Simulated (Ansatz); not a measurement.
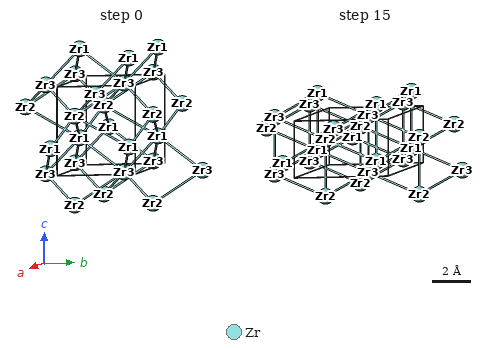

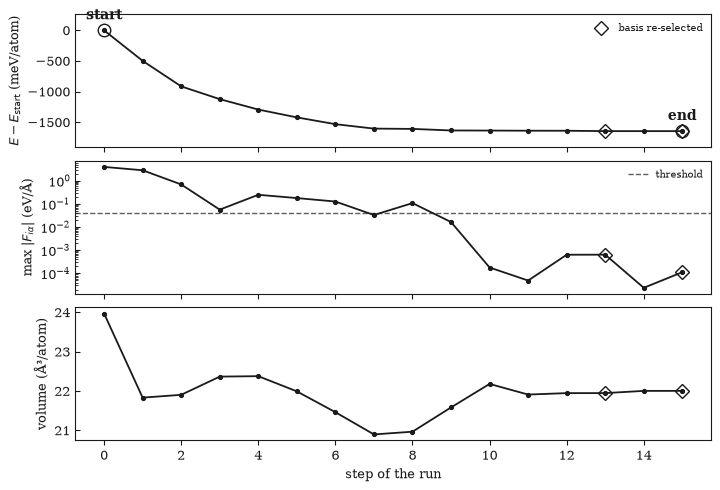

First and last geometry of a relaxation of solid Zr (built on the trigonal selenium_152 type) (coarse preliminary run), with the history of the run. The picture is a ball-and-stick view of the cell of the calculation, seen slightly off an axis.

Case: trigonal selenium type (P3_121, No. 152).

Level of theory: Ansatz, DFT PBEsol, scalar-relativistic, plane waves, PAW. Settings: plane-wave cutoff 420 eV; k-point mesh 6 × 6 × 4; occupations gaussian; smearing width 0.1 eV; no spin polarisation; cell and atoms relaxed; force threshold 0.04 eV/Å; at most 70 steps.

> Did the run converge, and what did it change?

It converged. The energy falls by 1644 meV per atom in 13 accepted moves (15 points after the start). The largest force component goes from 4 to 0.00011 eV/Å. Pressure: 6.23 GPa at the start and 0.01 GPa at the end. At 2 points the geometry stayed and the basis and grid were re-selected for the new cell (energy shift of 5.9 meV per atom at most each time). The largest moves relative to the cell, 0.54 Å, are those of Zr1, Zr2 and Zr3. Zr3 goes along [−1 −1 0]. The volume changes by −8.2 %, with a = b 4.183 → 5.008 Å (+19.7 %), c 4.746 → 3.039 Å (−36.0 %). Among the contacts that change: Zr1–Zr1 4.746 → 3.039 Å, Zr1–Zr2 2.274 → 3.064 Å, Zr1–Zr2 (another image) 3.292 → 3.064 Å. Bond angles that change, for instance: Zr2–Zr1–Zr3 103.1° → 70.4°, Zr2–Zr1–Zr2 78.9° → 109.6°, Zr2–Zr1–Zr3 99.0° → 70.4°. The space group (tolerance 0.01 Å) goes from P3_121 (No. 152) to R-3m (No. 166). The run took about 80 core-seconds on a shared host.
